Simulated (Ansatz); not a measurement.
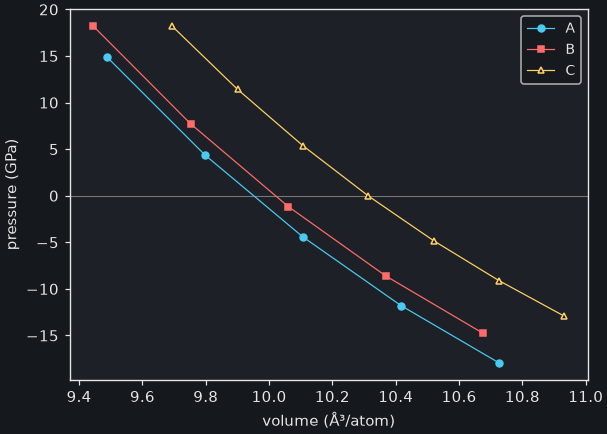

Plotted: pressure against volume, with one curve for each functional, for Co (space group Fm-3m). The labels are replaced by letters. In alphabetical order the cases are: HSE06; PBE; r2SCAN.

How it was computed, with Ansatz 0.2.0 development build: equation of state of a cubic crystal from periodic Kohn-Sham density functional theory without spin, third-order Birch-Murnaghan fit to the free energies; pressure corrected for the finite basis.

structure type fcc; atoms in cell 1; space group number 225; lattice centring face-centred primitive; occupation method Fermi–Dirac; datasets soft-1 PAW; density tolerance 1e−07 eV; bands 13; density cutoff ratio 4; search for lower states default.

**Which letter stands for which functional?**

A: r2SCAN; B: HSE06; C: PBE.

Caveats: coarse k-mesh, values are not converged in k (HSE06); cubic model structure, not the ambient form; known magnet treated without spin, far from its ground state.
